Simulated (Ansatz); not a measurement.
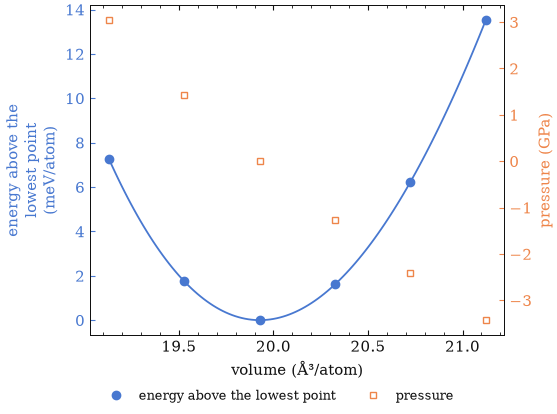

Plotted: energy above the lowest point and pressure against volume for Ge, space group Pm-3m (No. 221) (one of a set of cubic test structures, which need not be the stable phase).

Method: equation of state of a cubic crystal from periodic Kohn-Sham density functional theory without spin, third-order Birch-Murnaghan fit to the free energies; pressure corrected for the finite basis (Ansatz 0.2.0 development build). Level: PBE.

structure type simple cubic; atoms in cell 1; space group number 221; lattice centring simple cubic; k mesh 40×40×40; occupation method Fermi–Dirac; occupation width 0.06123 eV; wave cutoff 420 eV; datasets soft-1 PAW; density tolerance 1e−07 eV; bands 11; density cutoff ratio 4; search for lower states default.

Question: What equilibrium volume and bulk modulus follow from the curve?

Answer: A third-order Birch–Murnaghan fit gives V0 = 19.93 Å³/atom, B0 = 67.5 GPa and B′ = 4.7.

Question: What does the pressure do across the range?

Answer: It falls from 3.035 GPa at volume 19.13 Å³/atom to −3.428 GPa at 21.12 Å³/atom, and changes sign near 19.93 Å³/atom.

Limits of the calculation: cubic model structure, not the ambient form.
